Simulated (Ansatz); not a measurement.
# Run report: Zn7Cu, density-of-states calculation

The run: density-of-states calculation of Zn7Cu (16 atoms in the cell). Method and program: DFT PBE, scalar-relativistic, plane waves, PAW, no spin polarisation (Ansatz 0.2.0).

The structure was built on a prototype by a generator; it need not be a known phase. It belongs to a series of runs on one base structure; here: elements placed on the bcc lattice at random, relaxed. Figures and captions count atoms from 1; the log counts them from 0 in places.

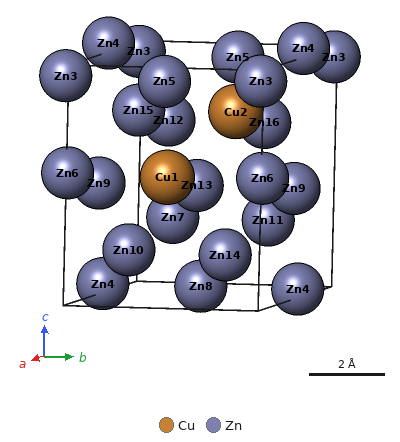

Fig. 1: The structure as given in the input (spheres-only view of the cell of the calculation, seen slightly off an axis; atoms are numbered from 1 in the order of the input). An atom can appear more than once, as a periodic image.

Key numbers:

| quantity | value |
| --- | --- |
| outcome | converged |
| space group (tolerance 0.01 Å) | P1 (1) |
| electrons treated | 206 |
| free energy | −59717.2276 eV |
| Fermi energy | 12.285 eV |
| gap on the k-point mesh | none (metallic) |
| pressure | 0.09 GPa |
| largest force (length of the vector) | 0.035 eV/Å |
| hardware | 4 threads of Arm Neoverse V2, 24 GiB of memory available, shared host |
| wall time | 1.9 min (CPU time 7.7 min) |
| peak memory | 1.8 GiB |

The input:
```yaml
crystal:
  lattice:
    - [6.383433, -0.000558, -0.258723]
    - [-0.031318, 5.517914, 0.022338]
    - [-0.244747, 0.016219, 6.486268]
  atoms:
    - { symbol: Cu, position: [0.9596827991, 0.5029846365, 0.5406873942] }
    - { symbol: Cu, position: [0.7069313379, 0.7514893043, 0.7938000882] }
    - { symbol: Zn, position: [0.0370588021, 0.9987057318, 0.9592300456] }
    - { symbol: Zn, position: [0.4618923226, 0.9993332611, 0.036873608] }
    - { symbol: Zn, position: [0.0355449746, 0.5050427232, 0.9467322413] }
    - { symbol: Zn, position: [0.9534996202, 0.9893741054, 0.5469132823] }
    - { symbol: Zn, position: [0.20827817, 0.2549173276, 0.2921657279] }
    - { symbol: Zn, position: [0.4608012949, 0.5015731498, 0.0374981747] }
    - { symbol: Zn, position: [0.5401955925, 0.9972096862, 0.4629486467] }
    - { symbol: Zn, position: [0.7939696844, 0.2530931077, 0.2167400906] }
    - { symbol: Zn, position: [0.207826956, 0.7446452074, 0.2924515284] }
    - { symbol: Zn, position: [0.2839523642, 0.2516467752, 0.7046007053] }
    - { symbol: Zn, position: [0.552213573, 0.5049987058, 0.4654106661] }
    - { symbol: Zn, position: [0.7927278699, 0.747036642, 0.2066841275] }
    - { symbol: Zn, position: [0.7099236366, 0.2546842602, 0.7886825238] }
    - { symbol: Zn, position: [0.2938362303, 0.7464899645, 0.7066514734] }
basis:
  ecutwfc: 420
kpoints:
  mp_grid: { grid: [5, 6, 5] }
hamiltonian:
  xc: pbe
scf:
  occupations: { method: gaussian, width: 0.1 }
  n_extra_bands: 8
output:
  forces: true
  stress: true
  eigenvalues: true
  populations: true
  dos:
    method: { smearing: { sigma: 0.1, scheme: gaussian } }
    projected: true
    de: 0.02
```

Launched with:
```bash
ansatz run input.yaml --threads 4 --pin off --max-ram 9216MiB --backend cpu --events-out ev --progress --plain --runs-dir out
```

What the program printed:
```
scf.n_extra_bands = 8 over 103 filled bands (N_el = 206.0): the run solves 111 bands
Engine: ansatz 0.2.0, aarch64-unknown-linux-gnu
Pseudopotentials: kind: paw
Pseudopotential: Cu, paw, valence charge 19, recommended cutoff 420 eV (normal), Cu.paw.azcp
Pseudopotential: Zn, paw, valence charge 12, recommended cutoff 420 eV (normal), Zn.paw.azcp
Functional definition: PBE
  parameter kappa = 0.804
  parameter beta = 0.06672455060314922
  exchange = pbe_x(kappa = kappa, mu = beta*pi^2/3)
  correlation = pbe_c(beta = beta)
Crystal: 16 atoms, lattice volume = 228.116 Å³
Basis set: ecut = 420 eV, 4469 PW (Γ), exchange–correlation on 90×80×90 points (8 copies of the dense FFT grid, shifted against one another)
Bands: 111, of which v1, the nominal top of the filled ones, is band 103 counted from 1 (102 counted from 0)
Symmetry: 1 space group operations
Space group: P1 (ITA 1), of the structure as read, at distance tolerance 6.1e-5 Å
k-points: 76 of 150 (time reversal used)
Non-local potential: Cu, projectors of the file, l = 0: 3, l = 1: 2, l = 2: 3, l = 3: 1
Non-local potential: Zn, projectors of the file, l = 0: 2, l = 1: 2, l = 2: 3, l = 3: 1
PAW form: soft (Blöchl's): semilocal exchange-correlation on the pseudo side does not see the compensation charge
PAW one-centre angular grid: Cu, 590 points (default); XC on 64 Gauss nodes
PAW one-centre angular grid: Zn, 590 points (default); XC on 64 Gauss nodes
Initial density: superposition of atomic densities (neutral atoms: chi_scale 0, normalization atom), corrected by the library's trained network
Initial wavefunctions: pseudopotential atomic-orbital guess
Functional: x = pbe(κ = 0.804, μ = 0.2195149727645171), c = pbe(β = 0.06672455060314922)
SCF iter   1: F=—  HF=-59717.226998 eV  |F-HF|=—  |Δ(HF+E_count)|=         —  Δρ=1.32e-3  dr2=7.78e-3  ethr=1.77e-3  ⟨swp⟩=5.4  Hψ=34669  notcnv=0  defer=1
preconditioner: auto → Kerker (q_TF=auto, 2.682 Å⁻¹)  [metal: Δε(μ)=0.009 eV  Ē_g=8.477 eV  σ=0.100 eV  W_gap=0.05  n_scr=78 (ndim 8)  ℏωp=33.9 eV  f_vac=0.000  D(μ)=3.54/eV (n_scr^D=18)]
SCF iter   2: F=—  HF=-59717.227928 eV  |F-HF|=—  |Δ(HF+E_count)|=   9.30e-4  Δρ=1.10e-3  dr2=3.04e-3  ethr=3.78e-6  ⟨swp⟩=2.1  Hψ=18270  notcnv=0  defer=1
SCF iter   3: F=—  HF=-59717.228076 eV  |F-HF|=—  |Δ(HF+E_count)|=   1.48e-4  Δρ=1.01e-3  dr2=3.64e-3  ethr=1.48e-6  ⟨swp⟩=2.0  Hψ=16111  notcnv=0  defer=1
SCF iter   4: F=—  HF=-59717.227589 eV  |F-HF|=—  |Δ(HF+E_count)|=   4.87e-4  Δρ=2.66e-4  dr2=1.93e-4  ethr=1.48e-6  ⟨swp⟩=2.0  Hψ=9783  notcnv=0  defer=1
SCF iter   5: F=—  HF=-59717.227582 eV  |F-HF|=—  |Δ(HF+E_count)|=   6.47e-6  Δρ=1.56e-4  dr2=4.95e-5  ethr=9.35e-8  ⟨swp⟩=2.0  Hψ=15328  notcnv=0  defer=1
SCF iter   6: F=—  HF=-59717.227558 eV  |F-HF|=—  |Δ(HF+E_count)|=   2.48e-5  Δρ=5.65e-5  dr2=5.36e-6  ethr=2.40e-8  ⟨swp⟩=2.0  Hψ=15306  notcnv=0  defer=1
SCF iter   7: F=—  HF=-59717.227559 eV  |F-HF|=—  |Δ(HF+E_count)|=   1.47e-6  Δρ=6.70e-5  dr2=7.11e-6  ethr=2.60e-9  ⟨swp⟩=2.0  Hψ=16115  notcnv=0  defer=1
SCF iter   8: F=—  HF=-59717.227559 eV  |F-HF|=—  |Δ(HF+E_count)|=   3.75e-7  Δρ=3.51e-5  dr2=2.29e-6  ethr=2.60e-9  ⟨swp⟩=2.0  Hψ=16037  notcnv=0  defer=1
SCF iter   9: F=—  HF=-59717.227559 eV  |F-HF|=—  |Δ(HF+E_count)|=   3.87e-8  Δρ=1.16e-5  dr2=2.60e-7  ethr=1.11e-9  ⟨swp⟩=3.0  Hψ=16259  notcnv=0  defer=1
SCF iter  10: F=-59717.227559 eV  HF=-59717.227559 eV  |F-HF|=2.24e-8  |Δ(HF+E_count)|=   2.97e-8  Δρ=4.49e-6  dr2=3.28e-8  ethr=4.85e-11  ⟨swp⟩=8.6  Hψ=45380  notcnv=0
SCF 1 converged in 10 iterations: F = -59717.227559 eV  dr2 = 3.28e-8
  greatest PAW one-centre occupation: 1.000 electrons in one spin orbital (limit 2), on the Cu atom at site 0 (counted from 0), in its partial waves of l = 0
```

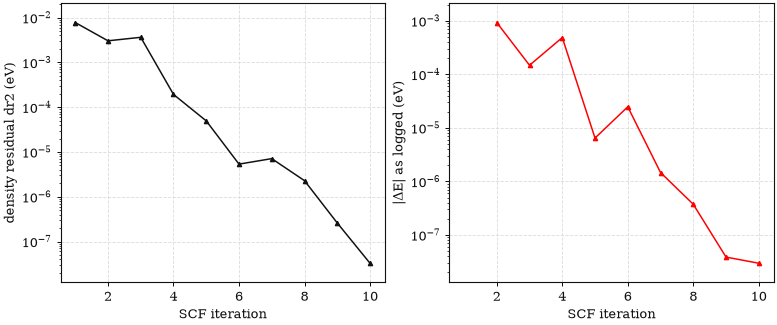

Fig. 2: Convergence of the self-consistent field: density residual dr2 and size of the energy change against the SCF iteration. The residual falls almost steadily, with no more than small rises.

```
SCF converged after 10 iterations
Free energy (F): -59717.227559 eV
Harris-Foulkes:  -59717.227559 eV  (|F-HF|=2.24e-8)
Internal energy: -59717.209722 eV  (E = F + TS)
E sigma→0 (E₀):  -59717.218641 eV
Entropy (-TS):   -0.017836 eV (-1.115 meV/atom)
Fermi energy:    12.285075 eV
--- Per-component energies (eV) ---
  E_band       = -40.969613
  E_kinetic    = 2435.852875
  E_local      = -30745.387667  (includes V_loc(G=0)·N_el)
  E_nonlocal   = 9328.762111
  E_hartree    = 13150.928017
  E_xc         = -2109.145860
  E_vxc        = -970.791271  (∫ρ·V_xc dr)
  E_paw        = -28874.623617  (= ΣΔE_a)
  E_vpaw       = -6391.269956  (= ΣTr[D̂ρ^β])
  E_aug_tail   = -0.004357  (compensation charges beyond the density's cutoff)
  E_ewald      = -22903.591224
  E_smearing   = -0.017836  (= −TS)
  E_closure    = -0.000000  (closes the sum)
  Σ components = -59717.227559   (vs F -59717.227559, Δ=0.00e0)
--- Forces (eV/Å), atoms counted from 1 ---
  atom   1  Cu    -0.00216607    -0.01083081    -0.00417716
  atom   2  Cu     0.00600478     0.00687040    -0.00699402
  atom   3  Zn    -0.01682931     0.00282266     0.00289277
  atom   4  Zn     0.01583141     0.01021423     0.01087371
  atom   5  Zn    -0.01909090    -0.00855564     0.00623622
  atom   6  Zn    -0.01162271     0.01221564    -0.00710331
  atom   7  Zn    -0.02239150    -0.01596496     0.00402545
  atom   8  Zn     0.01710080    -0.00680122     0.00978918
  atom   9  Zn     0.02820522     0.01849501    -0.00820613
  atom  10  Zn     0.01672660    -0.01282075     0.00468260
  atom  11  Zn    -0.02665586     0.01023799     0.00245950
  atom  12  Zn    -0.02109495    -0.00059217    -0.00988194
  atom  13  Zn     0.02075620    -0.00481265    -0.00965592
  atom  14  Zn     0.01252046     0.00776699     0.00467656
  atom  15  Zn     0.02424412    -0.01833139     0.00444278
  atom  16  Zn    -0.02153440     0.01007974    -0.00406610
  max |Σ_I F_I| component: 6.95e-6 eV/Å
--- Stress (GPa, compression-positive) ---
        0.477264       0.156699      -0.681501
        0.156699       0.883508      -0.254057
       -0.681501      -0.254057      -1.100483
  P = ⅓ Tr σ = 0.0868 GPa (0.868 kbar)
--- Band table (eV; the first three rows and the last of 76) ---
  k-point 0: bands = ["-100.8123", "-100.8042", "-58.2133", "-58.2090", "-58.1817", "-58.1727", "-58.1627", "-58.1497", "1.5864", "3.7354", "3.7703", "3.7795", "3.7984", "3.8271", "3.8520", "3.8912", "3.9144", "3.9536", "4.0009", "4.0227", "4.0559", "4.0769", "4.0916", "4.1037", "4.1332", "4.1503", "4.1675", "4.2095", "4.2363", "4.2577", "4.2951", "4.3495", "4.3550", "4.3585", "4.3944", "4.4367", "4.4530", "4.4696", "4.5032", "4.5177", "4.5220", "4.5609", "4.6042", "4.6210", "4.6385", "4.6580", "4.6615", "4.6782", "4.6994", "4.7127", "4.7197", "4.7217", "4.7597", "4.7701", "4.7861", "4.8215", "4.8365", "4.8400", "4.8664", "4.8915", "4.9018", "4.9166", "4.9454", "4.9600", "5.0078", "5.0475", "5.0581", "5.0687", "5.0741", "5.1150", "5.1256", "5.1472", "5.1569", "5.1714", "5.1784", "5.1865", "5.1988", "5.2000", "5.2042", "5.9167", "5.9501", "6.1875", "6.2120", "7.2938", "7.3519", "8.2555", "8.6455", "8.7257", "8.7606", "8.8332", "8.9439", "9.0643", "9.1594", "9.2968", "9.3013", "9.4025", "9.4483", "10.0368", "10.1353", "10.2324", "10.3422", "10.4130", "11.8135", "12.2806", "12.4062", "12.6127", "12.7355", "14.1842", "14.1935", "14.7445", "14.7748"]
  k-point 1: bands = ["-100.8123", "-100.8042", "-58.2133", "-58.2090", "-58.1817", "-58.1727", "-58.1627", "-58.1497", "1.7344", "3.5820", "3.7417", "3.7624", "3.7852", "3.8109", "3.8431", "3.8803", "3.8967", "3.9257", "4.0088", "4.0194", "4.0448", "4.0782", "4.0879", "4.1004", "4.1358", "4.1566", "4.1905", "4.2044", "4.2207", "4.2700", "4.2955", "4.3269", "4.3545", "4.3846", "4.3948", "4.4183", "4.4555", "4.4926", "4.5096", "4.5233", "4.5383", "4.5609", "4.5763", "4.5925", "4.6179", "4.6320", "4.6381", "4.6653", "4.6831", "4.6990", "4.7092", "4.7409", "4.7717", "4.7910", "4.8095", "4.8268", "4.8346", "4.8560", "4.8878", "4.9063", "4.9288", "4.9522", "4.9695", "4.9953", "5.0001", "5.0246", "5.0447", "5.0514", "5.0769", "5.0906", "5.1139", "5.1373", "5.1442", "5.1625", "5.1751", "5.1801", "5.1865", "5.1923", "5.2040", "5.2398", "6.0477", "6.3704", "7.2247", "7.3974", "7.5627", "7.8153", "8.3813", "8.6445", "8.7027", "8.7855", "8.8437", "9.0524", "9.0761", "9.1374", "9.3130", "9.3367", "9.3838", "9.7569", "9.8208", "10.4699", "10.5641", "11.0594", "12.5678", "12.6309", "12.7721", "13.0706", "13.2068", "13.2727", "13.4189", "14.3176", "14.4376"]
  k-point 2: bands = ["-100.8123", "-100.8042", "-58.2133", "-58.2090", "-58.1817", "-58.1727", "-58.1627", "-58.1497", "2.1668", "2.8557", "3.7343", "3.7651", "3.8040", "3.8332", "3.8410", "3.8960", "3.9009", "3.9244", "3.9661", "3.9778", "4.0224", "4.0402", "4.0797", "4.0802", "4.1737", "4.2009", "4.2261", "4.2503", "4.2597", "4.2815", "4.3298", "4.3520", "4.3632", "4.3758", "4.4001", "4.4154", "4.4336", "4.4609", "4.4732", "4.4889", "4.4991", "4.5349", "4.5503", "4.5909", "4.6139", "4.6230", "4.6418", "4.6595", "4.6858", "4.7160", "4.7327", "4.7467", "4.7769", "4.7979", "4.8103", "4.8271", "4.8631", "4.8725", "4.9129", "4.9394", "4.9609", "4.9663", "4.9827", "4.9949", "5.0149", "5.0246", "5.0339", "5.0471", "5.0654", "5.0762", "5.0867", "5.0948", "5.1050", "5.1167", "5.1358", "5.1480", "5.1588", "5.1780", "5.2058", "5.2079", "6.3085", "6.7872", "6.9160", "7.4754", "7.6902", "7.8470", "8.2831", "8.3893", "8.5878", "8.7691", "8.8502", "8.9138", "9.0464", "9.0951", "9.1966", "9.2933", "9.5217", "9.6234", "9.9017", "11.0981", "11.1957", "11.6024", "12.0215", "12.1332", "12.8323", "12.9406", "13.2049", "13.5488", "13.6269", "14.5492", "14.8655"]
  k-point 75: bands = ["-100.8123", "-100.8042", "-58.2133", "-58.2090", "-58.1817", "-58.1727", "-58.1627", "-58.1497", "2.4082", "3.1838", "3.7963", "3.8120", "3.8324", "3.8419", "3.8986", "3.9133", "3.9305", "3.9422", "3.9710", "3.9872", "4.0217", "4.0414", "4.0827", "4.1224", "4.1399", "4.1480", "4.1827", "4.2015", "4.2383", "4.2783", "4.3185", "4.3724", "4.3780", "4.4124", "4.4238", "4.4426", "4.4615", "4.4820", "4.4952", "4.5200", "4.5236", "4.5400", "4.5582", "4.5669", "4.6024", "4.6207", "4.6546", "4.6795", "4.6921", "4.7024", "4.7163", "4.7438", "4.7515", "4.7649", "4.7849", "4.7895", "4.8113", "4.8366", "4.8601", "4.8795", "4.8872", "4.9072", "4.9376", "4.9540", "4.9647", "4.9948", "5.0103", "5.0245", "5.0353", "5.0484", "5.0687", "5.0881", "5.1133", "5.1223", "5.1385", "5.1549", "5.1661", "5.1791", "5.1875", "5.2085", "5.7046", "5.9700", "6.5258", "7.1960", "7.7476", "8.2967", "8.4351", "8.6103", "8.6801", "8.8143", "8.8747", "8.9529", "9.0108", "9.0549", "9.2383", "9.5812", "9.7811", "9.9371", "10.0334", "10.3955", "10.9217", "11.4137", "12.6030", "12.6580", "13.0432", "13.3605", "13.6569", "13.9365", "14.2937", "14.6099", "15.1120"]
--- Löwdin populations: 16 sites ---
  site symbol       q [e]
     0     Cu     19.1114
     1     Cu     19.1104
     2     Zn     11.4137
     3     Zn     11.4023
     4     Zn     11.3917
     5     Zn     11.3746
     6     Zn     11.4067
     7     Zn     11.4063
     8     Zn     11.4132
     9     Zn     11.4142
    10     Zn     11.4075
    11     Zn     11.4125
    12     Zn     11.3896
    13     Zn     11.3915
    14     Zn     11.3767
    15     Zn     11.3886
  spilling = 0.039753 (of n_electrons = 206.000000)
```

File populations.tsv:
```
# site	symbol	l	j	q
# orbitals = lowdin
# n_electrons = 206.000000
# spilling = 0.039753
0	Cu	0_3S	-	1.998872
0	Cu	0_4S	-	1.287796
0	Cu	1_3P	-	5.999518
0	Cu	2_3D	-	9.825201
1	Cu	0_3S	-	1.998869
1	Cu	0_4S	-	1.287652
1	Cu	1_3P	-	5.999515
1	Cu	2_3D	-	9.824327
2	Zn	0_4S	-	1.442632
2	Zn	2_3D	-	9.971019
3	Zn	0_4S	-	1.430994
3	Zn	2_3D	-	9.971264
4	Zn	0_4S	-	1.420672
4	Zn	2_3D	-	9.971015
5	Zn	0_4S	-	1.403242
5	Zn	2_3D	-	9.971398
6	Zn	0_4S	-	1.435077
6	Zn	2_3D	-	9.971593
7	Zn	0_4S	-	1.435302
7	Zn	2_3D	-	9.970976
8	Zn	0_4S	-	1.442341
8	Zn	2_3D	-	9.970853
9	Zn	0_4S	-	1.442902
9	Zn	2_3D	-	9.971283
10	Zn	0_4S	-	1.436278
10	Zn	2_3D	-	9.971268
11	Zn	0_4S	-	1.441423
11	Zn	2_3D	-	9.971049
12	Zn	0_4S	-	1.418693
12	Zn	2_3D	-	9.970951
13	Zn	0_4S	-	1.420823
13	Zn	2_3D	-	9.970665
14	Zn	0_4S	-	1.405761
14	Zn	2_3D	-	9.970958
15	Zn	0_4S	-	1.418054
15	Zn	2_3D	-	9.970566
```

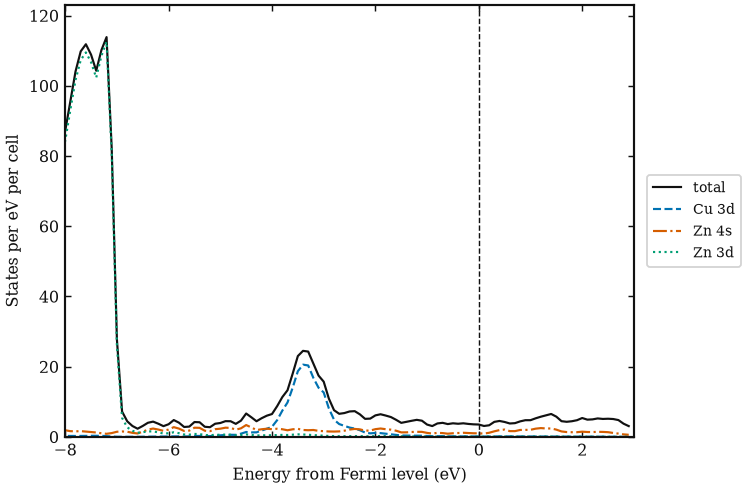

Fig. 3: Density of states (projected on Löwdin-orthogonalised atomic shells), with energies from the Fermi level. There are states at the Fermi level: a metal at this level of theory.
